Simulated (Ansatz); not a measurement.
**Run report: Pt, single-point calculation (part 2 of 2)**

Continued. System: Pt (Fm-3m, 27 atoms in the cell). Method: DFT, PBE, plane waves, PAW, no spin polarisation (Ansatz 0.2.0); cutoff 420 eV, 4×4×4 k-mesh, Gaussian smearing of 0.1 eV. The structure derives from a Materials Project entry. It belongs to a series of runs on one base structure; here: the perfect crystal in a cell of 27 atoms. The settings are looser than a standard set-up, so the numbers are not reference values.

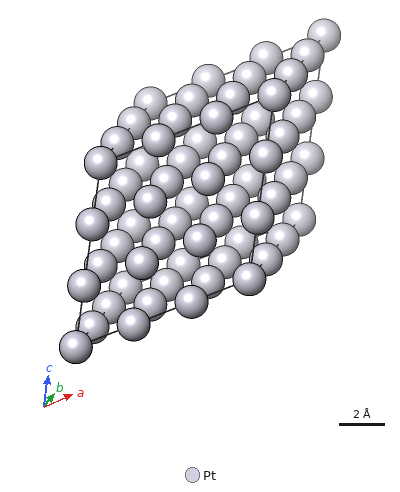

*The structure (spheres-only view of the cell of the calculation, seen slightly off an axis).*

The program's output, continued:
```
  k-point 1: bands = ["-76.0723", "-76.0603", "-76.0545", "-76.0545", "-76.0545", "-76.0505", "-76.0505", "-76.0505", "-76.0504", "-76.0504", ... 82 levels left out ..., "-30.1488", "-30.1488", "-30.1474", "-30.1474", "-30.1474", "-30.1408", "-30.1408", "-30.1408", "-30.1398", "-30.1398", "-30.1398", "-30.1226", "-30.1226", "-30.1204", "-30.0963", "-30.0963", "12.7255", "14.4511", "15.1905", "15.1905", "15.1905", "15.3100", "15.4616", "15.4616", "15.4616", "15.7546", "15.7546", "15.7546", "15.9396",
      "15.9396", "15.9396", "16.3769", "16.3769", "16.3769", "16.4579", "16.4579", "16.4579", "16.8318", "16.8318", "16.8318", "16.8958", "16.8958", "16.8958", "16.8958", "16.8958", "16.8958", "16.9681", "16.9681", "16.9681", "17.1529", "17.1529", "17.1529", "17.5912", "17.5912", "17.5912", "17.5912", "17.5912", "17.5912", "17.9197", "17.9197", "17.9197", "18.3817", "18.4399", "18.4399", "18.4399", "18.5462", "18.5462", "18.5462", "18.5980",
      "18.6199", "18.6199", "18.6199", "18.6199", "18.6199", "18.6199", "18.7123", "18.7123", "18.7123", "18.7213", "18.7213", "18.8132", "18.8132", "18.8600", "18.8600", "18.8600", "18.9748", "18.9748", "18.9748", "19.0659", "19.0659", "19.1608", "19.1608", "19.1608", "19.2694", "19.2694", "19.2694", "19.2742", "19.2742", "19.2742", "19.5016", "19.5016", "19.5016", "19.9433", "19.9433", "19.9433", "20.3864", "20.3864", "20.3864", "20.3864",
      "20.3864", "20.3864", "20.4425", "20.4425", "20.4425", "20.5439", "20.5439", "20.5439", "20.6925", "20.6925", "20.8345", "20.9073", "20.9073", "20.9073", "20.9209", "20.9209", "21.2622", "21.2622", "21.2622", "21.2705", "21.2705", "21.2705", "21.3609", "21.3609", "21.3609", "21.3614", "21.3614", "21.3614", "21.4239", "21.4239", "21.4239", "21.6773", "21.6773", "21.6773", "21.8372", "21.8372", "21.8372", "21.9569", "21.9569", "21.9569",
      "21.9569", "21.9569", "21.9569", "22.0882", "22.0882", "22.2170", "22.2170", "22.2170", "22.3100", "22.3100", "22.3100", "22.5249", "22.5249", "22.5249", "22.8451", "22.8451", "22.8451", "25.2983", "25.2983", "25.2983", "26.8730", "26.8730", "26.8730", "26.8730", "26.8730", "26.8730", "27.8296", "27.8296", "27.8296", "28.3446", "28.3446", "28.3446", "29.3920", "29.4957", "29.4957", "29.4957", "29.4957", "29.4957", "29.4957", "30.6473",
      "30.6473", "30.6473", "31.3988", "31.3988", "31.3988", "32.8907", "32.8907", "32.8907", "33.0640", "33.0640", "33.0640"]
  k-point 2: bands = ["-76.0672", "-76.0672", "-76.0534", "-76.0534", "-76.0534", "-76.0534", "-76.0534", "-76.0534", "-76.0465", "-76.0465", ... 82 levels left out ..., "-30.1662", "-30.1662", "-30.1662", "-30.1662", "-30.1530", "-30.1530", "-30.1530", "-30.1530", "-30.1530", "-30.1530", "-30.1528", "-30.1528", "-30.1074", "-30.1074", "-30.1074", "-30.1074", "13.4728", "13.4728", "15.3213", "15.5071", "15.5071", "15.5071", "15.5071", "15.5071", "15.5071", "16.1140", "16.1140", "16.1140", "16.1140",
      "16.1140", "16.1140", "16.1427", "16.1427", "16.1427", "16.1427", "16.1427", "16.1427", "16.6709", "16.6709", "16.6709", "16.6709", "16.6709", "16.6709", "17.2159", "17.2159", "17.2159", "17.2159", "17.2159", "17.2159", "17.3320", "17.3320", "17.3320", "17.3320", "17.3320", "17.3320", "17.5874", "17.5874", "17.5874", "17.5874", "17.5874", "17.5874", "18.2962", "18.2962", "18.2962", "18.2962", "18.2962", "18.2962", "18.3725", "18.3725",
      "18.4544", "18.4544", "18.4544", "18.4544", "18.4544", "18.4544", "18.6516", "18.6516", "18.8160", "18.8160", "18.8160", "18.8160", "18.8160", "18.8160", "18.9324", "18.9324", "18.9324", "18.9324", "18.9324", "18.9324", "19.0220", "19.0220", "19.0220", "19.0220", "19.3582", "19.3582", "19.3582", "19.3582", "19.3582", "19.3582", "19.7383", "19.7383", "19.7383", "19.7383", "19.7383", "19.7383", "20.0564", "20.0564", "20.0564", "20.0564",
      "20.0564", "20.0564", "20.3064", "20.3064", "20.3064", "20.3064", "20.3064", "20.3064", "20.6517", "20.6517", "20.6517", "20.6517", "21.2005", "21.2005", "21.2005", "21.2005", "21.2005", "21.2005", "21.2850", "21.2850", "21.2850", "21.2850", "21.2850", "21.2850", "21.2959", "21.2959", "21.2959", "21.2959", "21.2959", "21.2959", "21.7973", "21.7973", "21.7973", "21.7973", "21.7973", "21.7973", "21.9408", "22.1650", "22.1650", "22.1650",
      "22.1650", "22.1650", "22.1650", "22.3261", "22.3261", "22.5226", "22.5226", "22.5226", "22.5226", "22.5226", "22.5226", "23.9568", "23.9568", "23.9568", "23.9568", "23.9568", "23.9568", "25.2444", "25.2444", "25.2444", "25.2444", "25.2444", "25.2444", "27.7144", "27.7144", "27.7144", "27.7144", "27.7144", "27.7144", "27.8618", "28.2040", "28.2040", "28.2040", "28.2040", "28.2040", "28.2040", "30.5777", "30.5777", "30.5777", "30.5777",
      "30.5777", "30.5777", "30.7232", "30.7232", "30.7232", "30.7232", "30.7232", "30.7232", "34.2556", "34.2556", "34.2556"]
  k-point 7: bands = ["-76.0631", "-76.0631", "-76.0631", "-76.0631", "-76.0511", "-76.0511", "-76.0511", "-76.0511", "-76.0442", "-76.0442", ... 82 levels left out ..., "-30.1687", "-30.1687", "-30.1687", "-30.1687", "-30.1448", "-30.1448", "-30.1448", "-30.1448", "-30.1434", "-30.1434", "-30.1434", "-30.1434", "-30.1182", "-30.1182", "-30.1182", "-30.1182", "14.1194", "14.1194", "14.1194", "14.1194", "15.8471", "15.8471", "15.9269", "15.9269", "15.9269", "15.9269", "16.0540", "16.0540", "16.0540",
      "16.0540", "16.2496", "16.2496", "16.4191", "16.4191", "16.4191", "16.4191", "16.4191", "16.4191", "16.4191", "16.4191", "16.6650", "16.6650", "16.6650", "16.6650", "16.9417", "17.0063", "17.0063", "17.0063", "17.0063", "17.6261", "17.6261", "17.6261", "17.6261", "17.7696", "17.7696", "17.7696", "17.7696", "17.7696", "17.7696", "17.7696", "17.7696", "17.9469", "17.9469", "17.9469", "17.9469", "17.9860", "17.9860", "18.1858", "18.1858",
      "18.1858", "18.1858", "18.4603", "18.4603", "18.4603", "18.4603", "18.4603", "18.4603", "18.4603", "18.4603", "18.5244", "18.5244", "18.5244", "18.5244", "18.9121", "18.9121", "18.9121", "18.9121", "19.1686", "19.1686", "19.1686", "19.1686", "19.2023", "19.2023", "19.2023", "19.2023", "19.4406", "19.4406", "19.4406", "19.4406", "19.8521", "19.8521", "19.8521", "19.8521", "20.0439", "20.0439", "20.0439", "20.0439", "20.0439", "20.0439",
      "20.0439", "20.0439", "20.1057", "20.1057", "20.1057", "20.1057", "20.1409", "20.1409", "20.1409", "20.1409", "20.3353", "20.3353", "20.3353", "20.3353", "20.4080", "21.1164", "21.1164", "21.1164", "21.1164", "21.1997", "21.1997", "21.1997", "21.1997", "21.2207", "21.2207", "21.9136", "21.9136", "22.0629", "22.0629", "22.0629", "22.0629", "22.0629", "22.0629", "22.0629", "22.0629", "22.2122", "22.2122", "22.2122", "22.2122", "22.3044",
      "22.3044", "22.3044", "22.3044", "22.7530", "22.7530", "22.7555", "22.8861", "22.8861", "22.8861", "22.8861", "24.2946", "24.2946", "24.2946", "24.2946", "24.2946", "24.2946", "24.2946", "24.2946", "25.0406", "25.0406", "25.0406", "25.0406", "25.8515", "25.8515", "26.1660", "26.1660", "26.1660", "26.1660", "27.6827", "27.6827", "27.6827", "27.6827", "29.1614", "30.1919", "30.1919", "30.3845", "30.3845", "30.6472", "30.6472", "30.6472",
      "30.6472", "30.6472", "30.6472", "30.6472", "30.6472", "31.0820", "31.0820", "31.0820", "31.0820", "32.9102", "32.9102"]
```

Key numbers:

```csv
quantity,value
outcome,converged
space group (tolerance 0.01 Å),Fm-3m (225)
electrons treated,486
free energy,−338121.6043 eV
Fermi energy,22.304 eV
gap on the k-point mesh,none (metallic)
pressure,0.11 GPa
largest force (length of the vector),under 0.001 eV/Å
wall time,47 s (CPU time 2.3 min)
peak memory,2.6 GiB
```

Remarks:

Settings chosen away from the usual ones: the perfect crystal in a cell of 27 atoms. These settings are looser than, or depart from, a standard set-up, so the numbers are not reference values for this system. Spin–orbit coupling is left out, which matters for Pt.
